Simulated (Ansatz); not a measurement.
C33O (slab)

The calculation's input:

```
crystal:
  lattice:
    - [9.864, 0.0, 0.0]
    - [-4.932, 8.542475, 0.0]
    - [0.0, 0.0, 13.0]
  atoms:
    - { symbol: C, position: [0.0, 0.0, 0.0769231] }
    - { symbol: C, position: [0.1666667, 0.0833333, 0.0769231] }
    - { symbol: C, position: [0.0, 0.25, 0.0769231] }
    - { symbol: C, position: [0.1666667, 0.3333333, 0.0769231] }
    - { symbol: C, position: [0.0, 0.5, 0.0769231] }
    - { symbol: C, position: [0.1666667, 0.5833333, 0.0769231] }
    - { symbol: C, position: [0.0, 0.75, 0.0769231] }
    - { symbol: C, position: [0.1666667, 0.8333333, 0.0769231] }
    - { symbol: C, position: [0.25, 0.0, 0.0769231] }
    - { symbol: C, position: [0.4166667, 0.0833333, 0.0769231] }
    - { symbol: C, position: [0.25, 0.25, 0.0769231] }
    - { symbol: C, position: [0.4166667, 0.3333333, 0.0769231] }
    - { symbol: C, position: [0.25, 0.5, 0.0769231] }
    - { symbol: C, position: [0.4166667, 0.5833333, 0.0769231] }
    - { symbol: C, position: [0.25, 0.75, 0.0769231] }
    - { symbol: C, position: [0.4166667, 0.8333333, 0.0769231] }
    - { symbol: C, position: [0.5, 0.0, 0.0769231] }
    - { symbol: C, position: [0.6666667, 0.0833333, 0.0769231] }
    - { symbol: C, position: [0.5, 0.25, 0.0769231] }
    - { symbol: C, position: [0.6666667, 0.3333333, 0.0769231] }
    - { symbol: C, position: [0.5, 0.5, 0.0769231] }
    - { symbol: C, position: [0.6666667, 0.5833333, 0.0769231] }
    - { symbol: C, position: [0.5, 0.75, 0.0769231] }
    - { symbol: C, position: [0.6666667, 0.8333333, 0.0769231] }
    - { symbol: C, position: [0.75, 0.0, 0.0769231] }
    - { symbol: C, position: [0.9166667, 0.0833333, 0.0769231] }
    - { symbol: C, position: [0.75, 0.25, 0.0769231] }
    - { symbol: C, position: [0.9166667, 0.3333333, 0.0769231] }
    - { symbol: C, position: [0.75, 0.5, 0.0769231] }
    - { symbol: C, position: [0.9166667, 0.5833333, 0.0769231] }
    - { symbol: C, position: [0.75, 0.75, 0.0769231] }
    - { symbol: C, position: [0.9166667, 0.8333333, 0.0769231] }
    - { symbol: C, position: [0.7265234, 0.8063682, 0.1823077] }
    - { symbol: O, position: [0.7265234, 0.8063682, 0.2715385] }
basis:
  ecutwfc: 420.0
kpoints:
  mp_grid: { grid: [2, 2, 1] }
hamiltonian:
  xc: pbe
  dispersion: d3bj
scf:
  occupations: { method: gaussian, width: 0.05 }
  lower_state_search: "off"
relax:
  f_tol: 0.03
  max_steps: 60
  adjacent_minimum: "off"
output:
  write_density: true
  write_potential: true
  elf: true
  volumetric_format: npy
```

Run with:

```sh
ansatz run input.yaml --threads 2 --pin off --max-ram 5120MiB --backend cpu --events-out ev --progress --plain --runs-dir out
```

The fields are those of the relaxed geometry.

Level of theory: Ansatz 0.2.0, DFT PBE-D3(BJ), scalar-relativistic, plane waves, PAW.

Core electrons are frozen (PAW), and the valence fields are smoothed inside the atomic spheres.

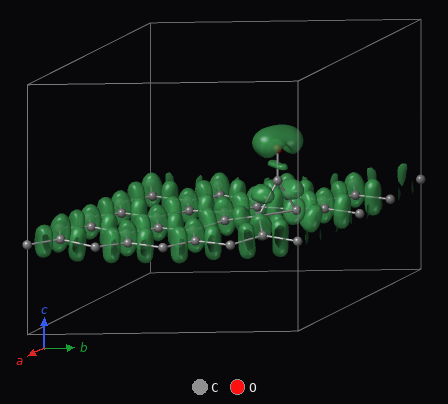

Figure 1. Isosurface of the electron localisation function at 0.8 (green), seen slightly off an axis. Core shells and regions of very low density are left out. Sticks mark near contacts.

Q: Identify the bonds, lone pairs and shells in this picture.

A: At this value the surface marks out 50 regions between bonded C–C atoms (shared pairs), one region between bonded C–O atoms (shared pairs) and one lobe on O, pointing away from the bonds (lone pairs, which may merge into one lobe), counted in one cell of 34 atoms. Counts are for one cell; the picture repeats the cell along the surface.


C–O (1.20 Å): the ELF peaks at about 0.85 between the atoms (inside overlapping PAW spheres, so only a guide): a multiple bond. C–C (1.40 Å): the ELF peaks at about 0.95 between the atoms; a covalent bond.

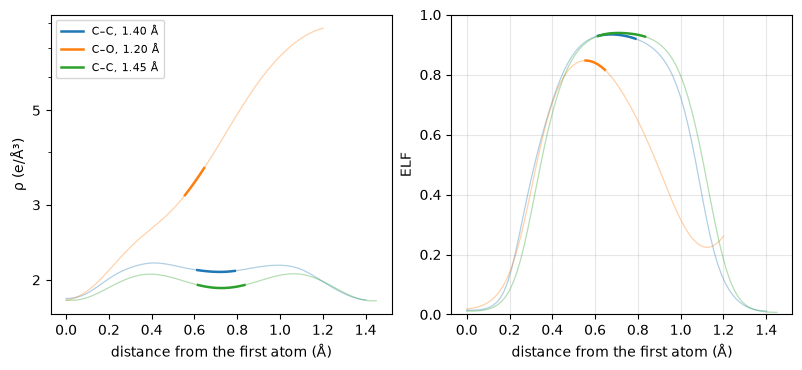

Figure 2. Valence electron density and electron localisation function along straight lines between neighbouring atoms. Thin, pale parts lie inside the atomic spheres.

Q: What can be read from the curves?

A: C–C (1.40 Å): ρ at the midpoint is about 2.1 e/Å³; the ELF peaks at about 0.95 between the atoms; localised, covalent bonding.
C–O (1.20 Å): the density is about 3.4 e/Å³ at the midpoint; the ELF peaks at about 0.85 between the atoms (inside overlapping PAW spheres, so only a guide) (a short, multiple covalent bond).
C–C (1.45 Å): the density is about 1.9 e/Å³ at the midpoint; the ELF peaks at about 0.95 between the atoms: a covalent bond.
